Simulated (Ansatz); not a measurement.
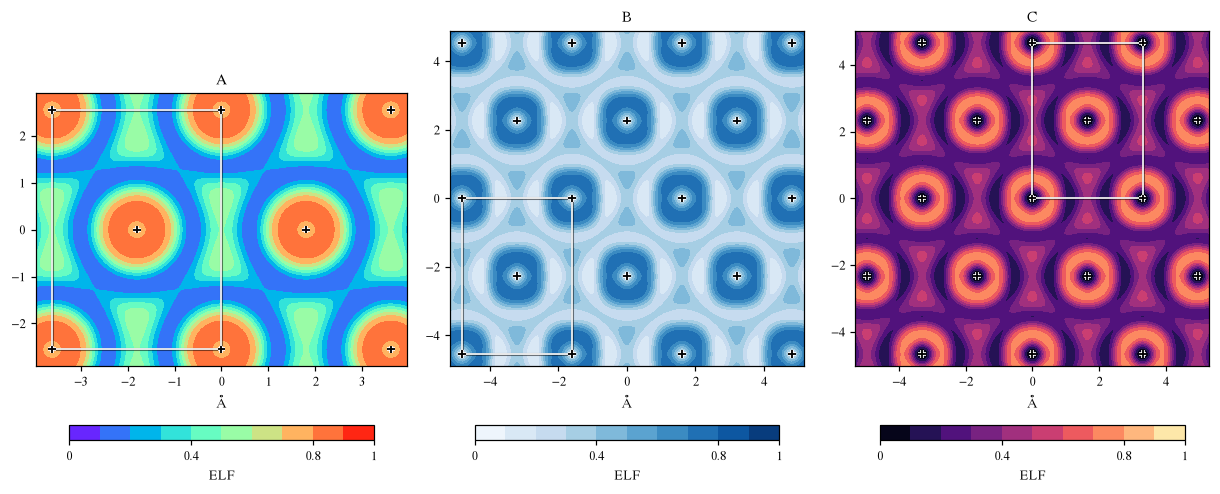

The electron localisation function of 3 systems, each on a plane through atoms (crosses mark nuclei in the plane).

Level of theory: Kohn-Sham DFT of a periodic cell, r2SCAN, Ansatz PAW (Ansatz).

System 1: Ta, the (101) plane of the conventional cell. Space group Im-3m.

```
Ta
1.0
     3.30256    0.00000    0.00000
     0.00000    3.30256    0.00000
     0.00000    0.00000    3.30256
Ta
2
Cartesian
  0.0000 0.0000 0.0000
  1.6513 1.6513 1.6513
```

System 2: Hf, the (110) plane of the conventional cell. Space group Im-3m; computed pressure about −5 GPa in this cell.

```cif
data_structure
_symmetry_space_group_name_H-M 'P 1'
_symmetry_Int_Tables_number 1
_cell_length_a 3.6100
_cell_length_b 3.6100
_cell_length_c 3.6100
_cell_angle_alpha 90.000
_cell_angle_beta 90.000
_cell_angle_gamma 90.000
_cell_volume 47.05
loop_
_atom_site_label
_atom_site_type_symbol
_atom_site_fract_x
_atom_site_fract_y
_atom_site_fract_z
_atom_site_occupancy
Hf1 Hf 0.00000 0.00000 0.00000 1
Hf2 Hf 0.50000 0.50000 0.50000 1
```

System 3: Mo, the (101) plane of the conventional cell. Space group Im-3m; a structure from a database of computed crystals, not necessarily the ambient phase; computed pressure about −14 GPa in this cell.

```yaml
crystal:
  lattice:
    - [3.20930, 0.00000, 0.00000]
    - [0.00000, 3.20930, 0.00000]
    - [0.00000, 0.00000, 3.20930]
  atoms:
    - { symbol: Mo, position: [0.00000, 0.00000, 0.00000] }
    - { symbol: Mo, position: [0.50000, 0.50000, 0.50000] }
```

**Which map belongs to which system?**

Panel A is system 2, Hf: the plane holds Hf. Hf–Hf (3.13 Å): the ELF is about 0.20 at the midpoint: no shared electron pair shows on this line. Panel B is system 3, Mo: the plane holds Mo. Mo–Mo (2.78 Å): the ELF is about 0.30 at the midpoint (no localised pair shows between them). Panel C is system 1, Ta: the plane holds Ta. Ta–Ta (2.86 Å): the ELF is about 0.30 at the midpoint: no localised pair shows between them.
